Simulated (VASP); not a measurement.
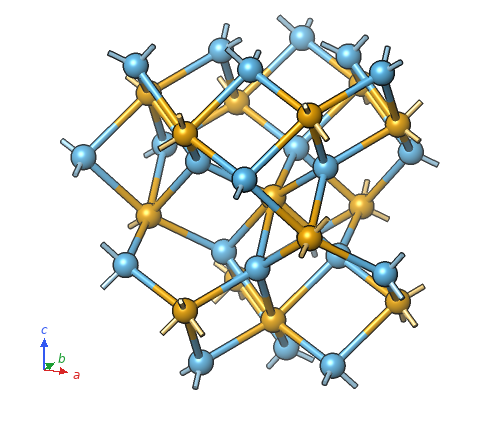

The picture shows a finite piece of the underlying net of a crystal structure, nodes on the atoms' positions. Nodes are coloured by topological kind. Short stubs are edges that leave the cut-out.

Question: Classify the net: periodicity, connectivity, name.

Answer: A binodal (4,6)-connected, three-periodic net. It is the cor net, known from corundum.

Question: Give point symbol and coordination sequence of each kind of node.

Answer: 4-connected node: 4^3.6^3, sequence 4, 16, 26, 66; 6-connected node: 4^6.6^9, sequence 6, 13, 39, 46.

Origin of the net. The compound is Al₂O₃ (space group R-3c, No. 167), taken as coordinates from a relaxation with VASP Kohn-Sham DFT of a periodic cell, BEEF-vdW, VASP PAW PBE potentials, recommended (VASP). Bonds are taken as Al–O below 2.2 Å. The graph is simplified in the usual way: terminal and isolated atoms are pruned, two-connected atoms become edges. O is a 4-connected node; Al is a 6-connected node, in the ratio 3:2.
